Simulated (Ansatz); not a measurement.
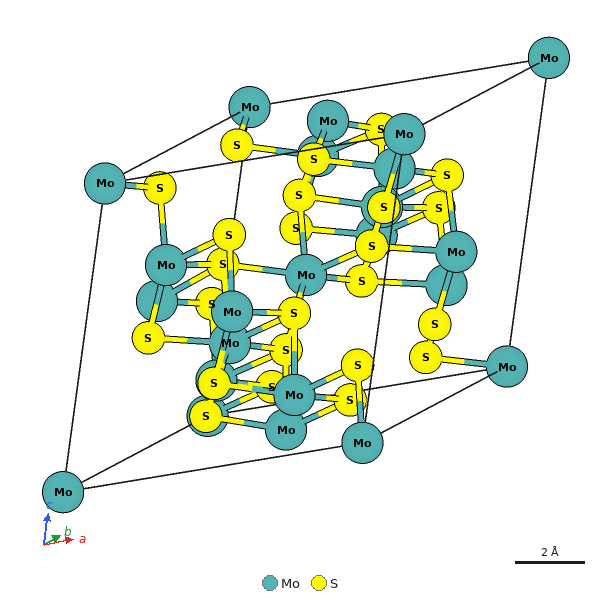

View slightly off an axis, drawn as a ball-and-stick model. The wireframe shows the supercell. The host is MoS$_{2}$, in a cell of 36 sites, and the cell is neutral.

> Where does the cell differ from the host, and how?

An interstitial molybdenum atom. It is bonded to six S in a trigonal prismatic arrangement at about 2.5 Å. Not all metal-metal contacts are counted.

Setup: Ansatz 0.2.0, DFT PBE+D3(BJ), scalar-relativistic, plane waves, PAW; plane waves up to 420 eV, k-points on a 2×2×2 grid, Gaussian smearing of 0.01 eV, collinear spins.

> Does the calculation give a net moment?

No net moment.

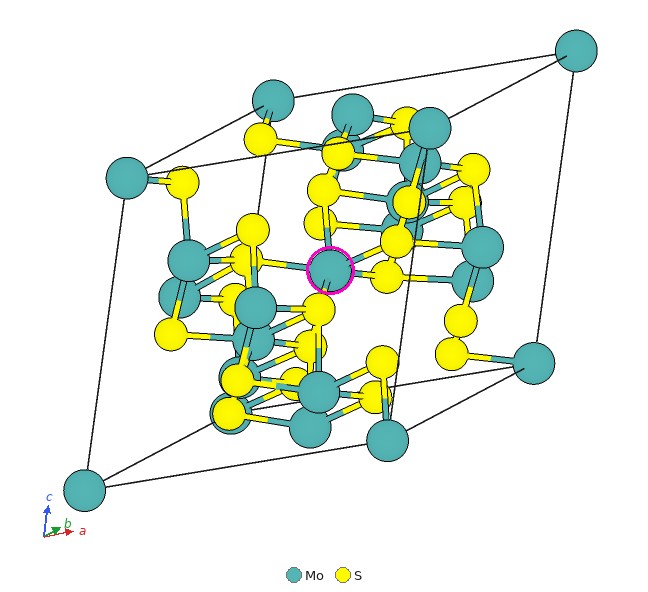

The same cell with a ring at the defect's site.

The atoms were relaxed in the host's cell with Ansatz 0.2.0, DFT PBE+D3(BJ), scalar-relativistic, plane waves, PAW.
